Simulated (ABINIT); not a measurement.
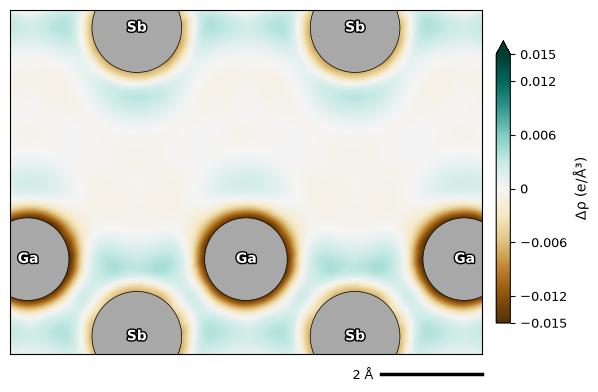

GaSb. Difference of the valence pseudo-densities of two functionals at the same geometry, on the (011̄) plane of the calculation cell: RPBE less RPW86PBE.

Both computed with ABINIT (plane waves, PAW), on the same k-point mesh. Grey discs cover the atomic cores.

```xyz
2
Lattice="0.0000 3.0590 3.0590 3.0590 0.0000 3.0590 3.0590 3.0590 0.0000" Properties=species:S:1:pos:R:3 pbc="T T T"
Sb    4.5885    4.5885    4.5885
Ga    0.0000    0.0000    0.0000
```

> Where does the change of functional move the electrons?

Against RPW86PBE, RPBE gives less density around Ga (−0.008 e/Å³ on average at 1.0 Å from the nucleus).
